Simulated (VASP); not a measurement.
# Geometry relaxation of C (part 1 of 2)

The run: geometry relaxation of C (Fd-3m, 2 atoms in the cell). Method and program: Kohn-Sham DFT of a periodic cell, PBEsol, VASP PAW PBE potentials, recommended, no spin polarisation (VASP 6.6.1).

The structure derives from an entry of the Crystallography Open Database.

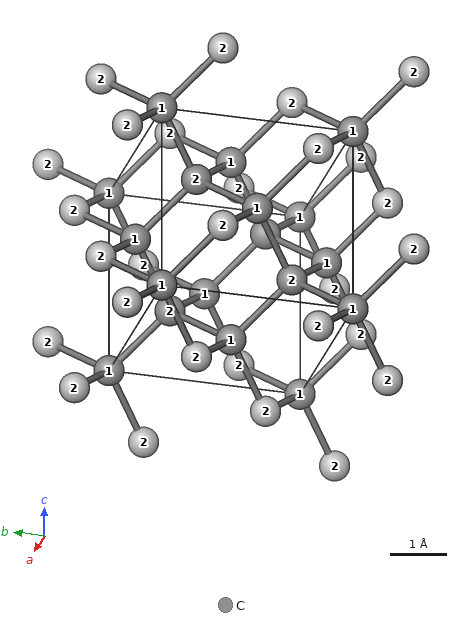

The input geometry (ball-and-stick view of the cell 4 times as large as that of the calculation, set on its symmetry axes, seen at an oblique angle; neighbours outside the cell are drawn fainter; atoms are numbered from 1 in the order of the input). Near neighbours in the crystal (not all of them lie inside the picture): C has 4 C at 1.54 Å.

Summary

- outcome: converged
- space group (tolerance 0.01 Å): Fd-3m (227)
- electrons treated: 8
- free energy: −19.2548 eV
- Fermi energy: 10.699 eV
- gap on the k-point mesh: 4.03 eV
- pressure: −0.02 GPa
- final volume: 11.23 Å³
- largest force (length of the vector) at the end: under 0.001 eV/Å
- final cell: a = 2.514 Å, b = 2.514 Å, c = 2.514 Å, α = 60.00°, β = 60.00°, γ = 60.00°
- hardware: 1 thread of Intel Xeon @ 2.50GHz (Skylake/Cascade Lake), 128 GiB of memory available, shared host
- wall time: 39 s
- peak memory: 0.13 GiB

INCAR
```
PREC     = Accurate       # precision mode
ENCUT    = 600            # plane-wave cutoff, eV
EDIFF    = 1E-6           # SCF threshold, eV
ISMEAR   = -1             # smearing method
SIGMA    = 0.05           # smearing width, eV
LREAL    = False          # projectors in reciprocal space
LASPH    = True           # aspherical terms in the spheres
NELM     = 60             # most SCF steps
ALGO     = Fast           # electronic algorithm
ISIF     = 3              # what is computed and relaxed
LWAVE    = False          # write WAVECAR
LCHARG   = False          # write CHGCAR
GGA      = PS             # functional
IBRION   = 2              # ionic algorithm
NSW      = 60             # ionic steps
EDIFFG   = -0.005         # ionic threshold
```

KPOINTS
```
Automatic mesh
0
Gamma
  17 17 17
```

POSCAR
```
C
1.0
    0.0000000000      1.7833700000      1.7833700000
    1.7833700000      0.0000000000      1.7833700000
    1.7833700000      1.7833700000      0.0000000000
C
2
Direct
    0.0000000000      0.0000000000      0.0000000000
    0.2500000000      0.2500000000      0.2500000000
```

Command:
```bash
cat potpaw_PBE.64/C/POTCAR > POTCAR
mpirun -np 1 vasp_std > vasp.out
```

OSZICAR
```
N       E                     dE             d eps       ncg     rms          rms(c)
DAV:   1     0.720858773588E+00    0.72086E+00   -0.55376E+03  2712   0.111E+03
DAV:   2    -0.197757138329E+02   -0.20497E+02   -0.19588E+02  4160   0.120E+02
DAV:   3    -0.199148087957E+02   -0.13909E+00   -0.13909E+00  2912   0.128E+01
DAV:   4    -0.199150058665E+02   -0.19707E-03   -0.19707E-03  3768   0.491E-01
DAV:   5    -0.199150059230E+02   -0.56510E-07   -0.56508E-07  2864   0.604E-03    0.556E+00
RMM:   6    -0.194220719046E+02    0.49293E+00   -0.27782E-01  2640   0.459E+00    0.327E+00
RMM:   7    -0.192504693137E+02    0.17160E+00   -0.42387E-01  2640   0.597E+00    0.663E-01
RMM:   8    -0.192530474769E+02   -0.25782E-02   -0.21921E-02  2640   0.176E+00    0.112E-01
RMM:   9    -0.192532133420E+02   -0.16587E-03   -0.39795E-03  2640   0.664E-01    0.451E-02
RMM:  10    -0.192532365685E+02   -0.23226E-04   -0.45695E-04  2640   0.232E-01    0.258E-02
RMM:  11    -0.192532300723E+02    0.64962E-05   -0.76713E-05  2640   0.933E-02    0.239E-03
RMM:  12    -0.192532312158E+02   -0.11435E-05   -0.98223E-06  2527   0.369E-02    0.363E-03
RMM:  13    -0.192532312711E+02   -0.55266E-07   -0.13522E-06  2012   0.126E-02
   1 F= -.19253231E+02 E0= -.19253231E+02  d E =-.192532E+02
       N       E                     dE             d eps       ncg     rms          rms(c)
DAV:   1    -0.192547217260E+02   -0.14905E-02   -0.16060E-01  3240   0.421E+00    0.374E-01
RMM:   2    -0.192529095222E+02    0.18122E-02   -0.11712E-03  2640   0.364E-01    0.196E-01
RMM:   3    -0.192522145947E+02    0.69493E-03   -0.14031E-03  2640   0.349E-01    0.232E-02
RMM:   4    -0.192522219880E+02   -0.73933E-05   -0.81314E-05  2640   0.111E-01    0.212E-02
RMM:   5    -0.192522223272E+02   -0.33920E-06   -0.83358E-06  2585   0.309E-02
   2 F= -.19252222E+02 E0= -.19252222E+02  d E =0.100894E-02
       N       E                     dE             d eps       ncg     rms          rms(c)
DAV:   1    -0.192555690203E+02   -0.33470E-02   -0.49589E-02  3056   0.233E+00    0.200E-01
RMM:   2    -0.192550117897E+02    0.55723E-03   -0.37319E-04  2640   0.208E-01    0.105E-01
RMM:   3    -0.192547939621E+02    0.21783E-03   -0.42608E-04  2640   0.191E-01    0.124E-02
RMM:   4    -0.192547954591E+02   -0.14969E-05   -0.25143E-05  2640   0.615E-02    0.124E-02
RMM:   5    -0.192547953986E+02    0.60444E-07   -0.22865E-06  2184   0.163E-02
   3 F= -.19254795E+02 E0= -.19254795E+02  d E =-.156413E-02
```

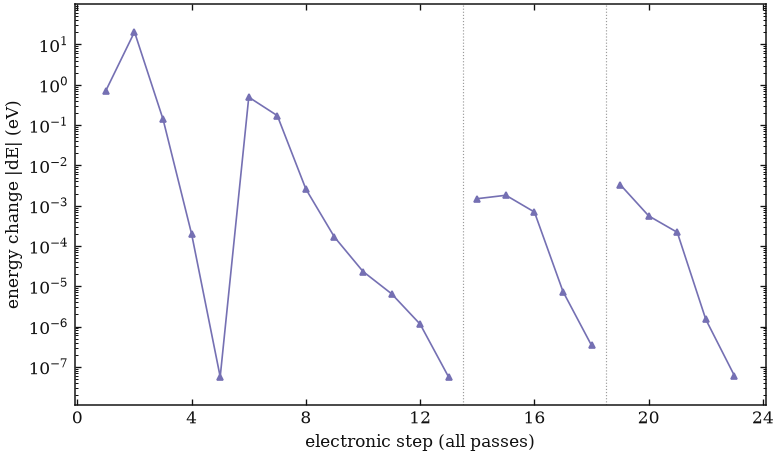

Convergence of the self-consistent field: energy change |dE| against the electronic step. Each stretch between dotted lines is the SCF of one geometry step of a relaxation. The 3 ionic steps take 5 to 13 electronic steps each. The density is held fixed in the first few steps, and dE rises again when its update begins.

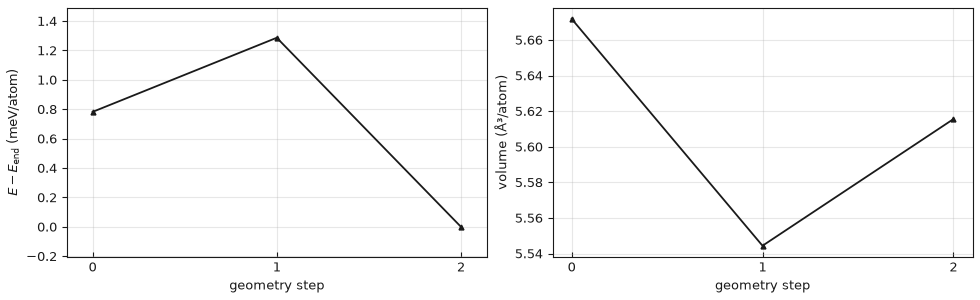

Progress of the relaxation, step by step (steps are counted from 0). The energy falls by 0.8 meV per atom in 2 geometry steps. All forces vanish by symmetry, so only the cell relaxes. The atoms keep their places relative to the cell (all moves are under 0.005 Å). 

Parts of OUTCAR
```
PREC = Accurate
   ENCUT = 600
   EDIFF = 1E-6
   ISMEAR = -1
   LREAL = False
   LASPH = True
   NELM = 60
   ISIF = 3
   GGA = PS
   IBRION = 2
   NSW = 60
   EDIFFG = -0.005

 ion  position               nearest neighbor table
   1  0.000  0.000  0.000-   2 1.54   2 1.54   2 1.54   2 1.54
   2  0.250  0.250  0.250-   1 1.54   1 1.54   1 1.54   1 1.54

  LATTYP: Found a face centered cubic cell.
 ALAT       =     3.5667400000

  Lattice vectors:

 A1 = (   0.0000000000,   1.7833700000,   1.7833700000)
 A2 = (   1.7833700000,   0.0000000000,   1.7833700000)
 A3 = (   1.7833700000,   1.7833700000,   0.0000000000)

Analysis of symmetry for initial positions (statically):
=====================================================================
 Subroutine PRICEL returns:
 Original cell was already a primitive cell.

 Routine SETGRP: Setting up the symmetry group for a
 face centered cubic supercell.

 Subroutine GETGRP returns: Found 48 space group operations
 (whereof 24 operations were pure point group operations)
 out of a pool of 48 trial point group operations.

The static configuration has the point symmetry T_d .
 The point group associated with its full space group is O_h .

Analysis of symmetry for dynamics (positions and initial velocities):
=====================================================================
 Subroutine PRICEL returns:
 Original cell was already a primitive cell.

 Routine SETGRP: Setting up the symmetry group for a
 face centered cubic supercell.

 Subroutine GETGRP returns: Found 48 space group operations
 (whereof 24 operations were pure point group operations)
 out of a pool of 48 trial point group operations.

The dynamic configuration has the point symmetry T_d .
 The point group associated with its full space group is O_h .

 Subroutine INISYM returns: Found 48 space group operations
 (whereof 24 operations are pure point group operations),
 and found     1 'primitive' translations

----------------------------------------------------------------------------------------

                                     Primitive cell

  volume of cell :      11.3437

  direct lattice vectors                    reciprocal lattice vectors
     0.000000000  1.783370000  1.783370000    -0.280368067  0.280368067  0.280368067
     1.783370000  0.000000000  1.783370000     0.280368067 -0.280368067  0.280368067
     1.783370000  1.783370000  0.000000000     0.280368067  0.280368067 -0.280368067

  length of vectors
     2.522066041  2.522066041  2.522066041     0.485611737  0.485611737  0.485611737

  position of ions in fractional coordinates (direct lattice)
     0.000000000  0.000000000  0.000000000
     0.250000000  0.250000000  0.250000000

  ion indices of the primitive-cell ions
   primitive index   ion index
                 1           1
                 2           2

----------------------------------------------------------------------------------------

 KPOINTS: Automatic mesh

Automatic generation of k-mesh.
 Grid dimensions read from file:
 generate k-points for:   17   17   17

 Generating k-lattice:

  Cartesian coordinates                     Fractional coordinates (reciprocal lattice)
    -0.016492239  0.016492239  0.016492239     0.058823529  0.000000000  0.000000000
     0.016492239 -0.016492239  0.016492239     0.000000000  0.058823529  0.000000000
     0.016492239  0.016492239 -0.016492239     0.000000000  0.000000000  0.058823529

  Length of vectors
     0.028565396  0.028565396  0.028565396

  Shift w.r.t. Gamma in fractional coordinates (k-lattice)
     0.000000000  0.000000000  0.000000000

 Subroutine IBZKPT returns following result:
 ===========================================

 Found    165 irreducible k-points:

 Following reciprocal coordinates:
            Coordinates               Weight
  0.000000  0.000000  0.000000      1.000000
  0.058824  0.000000  0.000000      8.000000
  0.117647  0.000000  0.000000      8.000000
  0.176471  0.000000  0.000000      8.000000
  0.235294  0.000000  0.000000      8.000000
  0.294118  0.000000  0.000000      8.000000
  0.352941  0.000000  0.000000      8.000000
  0.411765  0.000000  0.000000      8.000000
  0.470588  0.000000  0.000000      8.000000
  0.058824  0.058824  0.000000      6.000000
  0.117647  0.058824  0.000000     24.000000
  0.176471  0.058824  0.000000     24.000000
  0.235294  0.058824  0.000000     24.000000
  0.294118  0.058824  0.000000     24.000000
  0.352941  0.058824  0.000000     24.000000
  0.411765  0.058824  0.000000     24.000000
  0.470588  0.058824  0.000000     24.000000
 -0.470588  0.058824  0.000000     24.000000
 -0.411765  0.058824  0.000000     24.000000
 -0.352941  0.058824  0.000000     24.000000
 -0.294118  0.058824  0.000000     24.000000
 -0.235294  0.058824  0.000000     24.000000
 -0.176471  0.058824  0.000000     24.000000
 -0.117647  0.058824  0.000000     24.000000
 [... further k-points ...]
```
